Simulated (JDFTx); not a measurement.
## Run report: Si, phonon bands calculation

System: Si (Fd-3m, 2 atoms in the cell).
Method: Kohn-Sham DFT of a periodic cell, PBEsol, PseudoDojo-SR-PBEsol-0.4.1-standard, no spin polarisation (JDFTx 1.7.0 (patched build)).

The structure derives from a Materials Project entry.

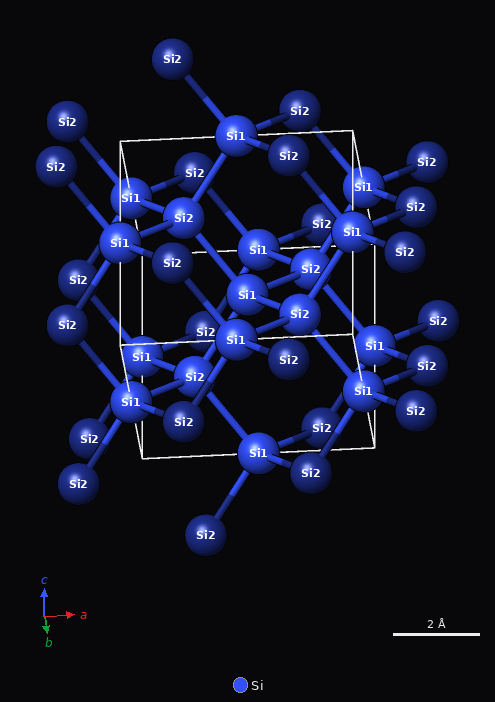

*The input geometry (ball-and-stick view of the cell 4 times as large as that of the calculation, set on its symmetry axes, seen at an oblique angle; neighbours outside the cell are drawn fainter; atoms are numbered from 1 in the order of the input).*

Near neighbours in the crystal (not all of them lie inside the picture): Si has 4 Si at 2.36 Å.

**Input file**
```
include Si.lattice
coords-type Lattice
include Si.ionpos

ion-species pseudo/Si.upf
elec-cutoff 18 144
elec-ex-corr gga-PBEsol
kpoint-folding 8 8 8
elec-smearing Fermi 0.0018374661
elec-n-bands 9
electronic-SCF nIterations 100 energyDiffThreshold 1e-09
electronic-minimize nIterations 30 energyDiffThreshold 1e-7
forces-output-coords Cartesian

dump-name phonon.$VAR
initial-state run.$VAR
dump-only
phonon supercell 2 2 2 dr 0.1 saveHsub no T 500
```

Machine: 1 thread of Arm Neoverse V1, 24 GiB of memory available, shared host.

Launch command:
```bash
phonon -c 1 -i phonon.in -o phonon.out
```

**What the program printed**
```
*************** JDFTx 1.7.0 (patched build) ***************

Input parsed successfully to the following command list (including defaults):
[... the input with its defaults ...]

---------- Setting up symmetries ----------

Found 48 point-group symmetries of the bravais lattice
Found 48 space-group symmetries with basis
Applied RMS atom displacement 0 bohrs to make symmetries exact.

---------- Initializing the Grid ----------
R =
[            0      5.14355      5.14355  ]
[      5.14355            0      5.14355  ]
[      5.14355      5.14355            0  ]
unit cell volume = 272.157
G =
[  -0.610783   0.610783   0.610783  ]
[   0.610783  -0.610783   0.610783  ]
[   0.610783   0.610783  -0.610783  ]
Minimum fftbox size, Smin = [  40  40  40  ]
Chosen fftbox size, S = [  40  40  40  ]

---------- Initializing tighter grid for wavefunction operations ----------
R =
[            0      5.14355      5.14355  ]
[      5.14355            0      5.14355  ]
[      5.14355      5.14355            0  ]
unit cell volume = 272.157
G =
[  -0.610783   0.610783   0.610783  ]
[   0.610783  -0.610783   0.610783  ]
[   0.610783   0.610783  -0.610783  ]
Minimum fftbox size, Smin = [  28  28  28  ]
Chosen fftbox size, S = [  28  28  28  ]

---------- Exchange Correlation functional ----------
Initalized PBEsol GGA exchange.
Initalized PBEsol GGA correlation.

---------- Setting up pseudopotentials ----------
Width of ionic core gaussian charges (only for fluid interactions / plotting) set to 0

Reading pseudopotential file 'pseudo/Si.upf':
  'Si' pseudopotential, 'PBESOL' functional
  Generated using ONCVPSP code by D. R. Hamann
  4 valence electrons, 2 orbitals, 6 projectors, 1001 radial grid points, with lMax = 2
    3S    l: 0   occupation:  2.0   eigenvalue: -0.395742
    3P    l: 1   occupation:  2.0   eigenvalue: -0.149099
  Core radius for overlap checks: 1.86 bohrs.

Initialized 1 species with 2 total atoms.

Folded 1 k-points by 8x8x8 to 512 k-points.

---------- Setting up k-points, bands, fillings ----------
Reduced to 29 k-points under symmetry.
Computing the number of bands and number of electrons
Reading initial fillings from 'run.fillings'.
nElectrons:   8.000000   nBands: 9   nStates: 29

----- Setting up reduced wavefunction bases (one per k-point) -----
average nbasis = 992.451 , ideal nbasis = 992.710

---------- Setting up ewald sum ----------
Optimum gaussian width for ewald sums = 2.336113 bohr.
Real space sum over 1331 unit cells with max indices [  5  5  5  ]
Reciprocal space sum over 2197 terms with max indices [  6  6  6  ]

---------- Allocating electronic variables ----------
Reading eigenvalues from 'run.eigenvals'.
Initializing wave functions:  reading from 'run.wfns'

----- Initializing Supercell corresponding to k-point mesh -----
Lattice vector linear combinations in supercell:
[   8   0   0  ]
[   0   8   0  ]
[   0   0   8  ]
Supercell lattice vectors:
[  0  41.1484  41.1484  ]
[  41.1484  0  41.1484  ]
[  41.1484  41.1484  0  ]

----------- Energy evaluation at fixed state -------------
# Energy components:
   Eewald =       -8.3783295099159947
       EH =        0.5409199882821666
     Eloc =       -1.8456535966981023
      Enl =        1.2385265685544959
      Exc =       -3.0703709064640825
 Exc_core =        0.5310497793520979
       KE =        3.0520494975517125
-------------------------------------
     Etot =       -7.9318081793377058
       TS =        0.0000024112341010
-------------------------------------
        F =       -7.9318105905718070

Fcut=1e-08 reduced nBands from 9 to 6 per unit cell.

------- Configuring supercell and perturbation modes -------

---------- Setting up symmetries ----------

Found 48 point-group symmetries of the bravais lattice
Found 48 space-group symmetries with basis (with translations restricted to unit cells)
Applied RMS atom displacement 0 bohrs to make symmetries exact.

Finding maximally-symmetric orthogonal basis for displacements:
 [ +0.000000 +0.000000 +1.000000 ] |Stabilizer|: 8
 [ +0.000000 +1.000000 +0.000000 ] |Stabilizer|: 8
 [ -1.000000 +0.000000 +0.000000 ] |Stabilizer|: 8

12 signed perturbations of the unit cell reduced to 1 under symmetries:
Si 0  [ +0.000000 +0.000000 +1.000000 ] 6.000000

Calculating unitary rotations of unit cell states under symmetries:
	Matrix elements valid for E < +0.500514 (Emax = +0.634173) due to incomplete degenerate subspaces.
	RMS unitarity error in valid subspaces: 1.588200e-05

########### Perturbed supercell calculation 1 of 1 #############

---------- Setting up symmetries ----------

Found 48 point-group symmetries of the bravais lattice
Found 4 space-group symmetries with basis
Applied RMS atom displacement 0 bohrs to make symmetries exact.

---------- Initializing the Grid ----------
R =
[            0      10.2871      10.2871  ]
[      10.2871            0      10.2871  ]
[      10.2871      10.2871            0  ]
unit cell volume = 2177.26
G =
[  -0.305391   0.305391   0.305391  ]
[   0.305391  -0.305391   0.305391  ]
[   0.305391   0.305391  -0.305391  ]
Minimum fftbox size, Smin = [  80  80  80  ]
Chosen fftbox size, S = [  80  80  80  ]

---------- Initializing tighter grid for wavefunction operations ----------
R =
[            0      10.2871      10.2871  ]
[      10.2871            0      10.2871  ]
[      10.2871      10.2871            0  ]
unit cell volume = 2177.26
G =
[  -0.305391   0.305391   0.305391  ]
[   0.305391  -0.305391   0.305391  ]
[   0.305391   0.305391  -0.305391  ]
Minimum fftbox size, Smin = [  56  56  56  ]
Chosen fftbox size, S = [  56  56  56  ]

---------- Exchange Correlation functional ----------
Initalized PBEsol GGA exchange.
Initalized PBEsol GGA correlation.

---------- Setting up pseudopotentials ----------
Width of ionic core gaussian charges (only for fluid interactions / plotting) set to 0

Reading pseudopotential file 'pseudo/Si.upf':
  'Si' pseudopotential, 'PBESOL' functional
  Generated using ONCVPSP code by D. R. Hamann
  4 valence electrons, 2 orbitals, 6 projectors, 1001 radial grid points, with lMax = 2
    3S    l: 0   occupation:  2.0   eigenvalue: -0.395742
    3P    l: 1   occupation:  2.0   eigenvalue: -0.149099
  Core radius for overlap checks: 1.86 bohrs.

Initialized 1 species with 16 total atoms.

Folded 1 k-points by 4x4x4 to 64 k-points.

---------- Setting up k-points, bands, fillings ----------
Adding inversion symmetry to k-mesh for non-inversion-symmetric unit cell.
Reduced to 18 k-points under symmetry.
Computing the number of bands and number of electrons
Calculating initial fillings.
nElectrons:  64.000000   nBands: 48   nStates: 18

----- Setting up reduced wavefunction bases (one per k-point) -----
average nbasis = 7939.609 , ideal nbasis = 7941.682

---------- Setting up ewald sum ----------
Optimum gaussian width for ewald sums = 3.303763 bohr.
Real space sum over 729 unit cells with max indices [  4  4  4  ]
Reciprocal space sum over 4913 terms with max indices [  8  8  8  ]

---------- Allocating electronic variables ----------
Skipped wave function initialization.

-------- Electronic minimization -----------
Will mix electronic density at each iteration.
	FillingsUpdate:  mu: +0.233383300  nElectrons: 64.000000
SCF: Cycle:  0   F: -63.444567825227438   dF: +9.943e-04   |Residual|: 3.987e-02   |deigs|: 3.612e-03
	FillingsUpdate:  mu: +0.233328753  nElectrons: 64.000000
SCF: Cycle:  1   F: -63.451850692003788   dF: -7.283e-03   |Residual|: 1.804e-02   |deigs|: 1.529e-03
	FillingsUpdate:  mu: +0.233277618  nElectrons: 64.000000
SCF: Cycle:  2   F: -63.453764336211535   dF: -1.914e-03   |Residual|: 5.421e-03   |deigs|: 5.431e-04
	FillingsUpdate:  mu: +0.233277912  nElectrons: 64.000000
SCF: Cycle:  3   F: -63.453764124290139   dF: +2.119e-07   |Residual|: 2.029e-03   |deigs|: 1.061e-04
	FillingsUpdate:  mu: +0.233272892  nElectrons: 64.000000
SCF: Cycle:  4   F: -63.453794693500221   dF: -3.057e-05   |Residual|: 8.104e-04   |deigs|: 9.592e-05
	FillingsUpdate:  mu: +0.233275293  nElectrons: 64.000000
SCF: Cycle:  5   F: -63.453795288691452   dF: -5.952e-07   |Residual|: 3.406e-04   |deigs|: 3.147e-05
	FillingsUpdate:  mu: +0.233275978  nElectrons: 64.000000
SCF: Cycle:  6   F: -63.453795765224335   dF: -4.765e-07   |Residual|: 1.230e-04   |deigs|: 2.536e-05
	FillingsUpdate:  mu: +0.233275939  nElectrons: 64.000000
SCF: Cycle:  7   F: -63.453795852582942   dF: -8.736e-08   |Residual|: 3.504e-05   |deigs|: 1.867e-05
	FillingsUpdate:  mu: +0.233275911  nElectrons: 64.000000
SCF: Cycle:  8   F: -63.453795866572285   dF: -1.399e-08   |Residual|: 1.086e-05   |deigs|: 1.318e-05
	FillingsUpdate:  mu: +0.233275882  nElectrons: 64.000000
SCF: Cycle:  9   F: -63.453795871163251   dF: -4.591e-09   |Residual|: 7.232e-06   |deigs|: 1.142e-05
	FillingsUpdate:  mu: +0.233275861  nElectrons: 64.000000
SCF: Cycle: 10   F: -63.453795873251138   dF: -2.088e-09   |Residual|: 4.400e-06   |deigs|: 1.187e-05
	FillingsUpdate:  mu: +0.233275873  nElectrons: 64.000000
SCF: Cycle: 11   F: -63.453795874101246   dF: -8.501e-10   |Residual|: 2.392e-06   |deigs|: 1.174e-05
	FillingsUpdate:  mu: +0.233275881  nElectrons: 64.000000
SCF: Cycle: 12   F: -63.453795874469229   dF: -3.680e-10   |Residual|: 1.798e-06   |deigs|: 1.389e-05
SCF: Converged (|Delta E|<1.000000e-09 for 2 iters).

Setting wave functions to eigenvectors of Hamiltonian
Energy change: 8.61063e-05 / unit cell
RMS force: 0.00244525

Applied translational invariance (net force) relative correction: 2.84927e-05

Refining force matrix in reciprocal space:
	Corrected hermiticity relative error: 8.78576e-17
	Corrected translational invariance relative error: 4.16307e-17

Finalizing force matrix in real space:
	Corrected gamma-point derivative relative error: 9.14459e-18
	Hermiticity relative error: 2.55116e-18
	Translational invariance relative error: 4.37571e-17

Phonon free energy components (per unit cell) at T = 500 K:
	ZPE:          0.004445
	Evib:         0.010327
	TSvib:        0.012103
	Avib:        -0.001776

Done!
```

**Results in brief**

- outcome: converged
- space group (tolerance 0.01 Å): Fd-3m (227)
- wall time: 5.9 min
- peak memory: 0.35 GiB

**Remarks**

Points of doubt noted for this run: small supercell.
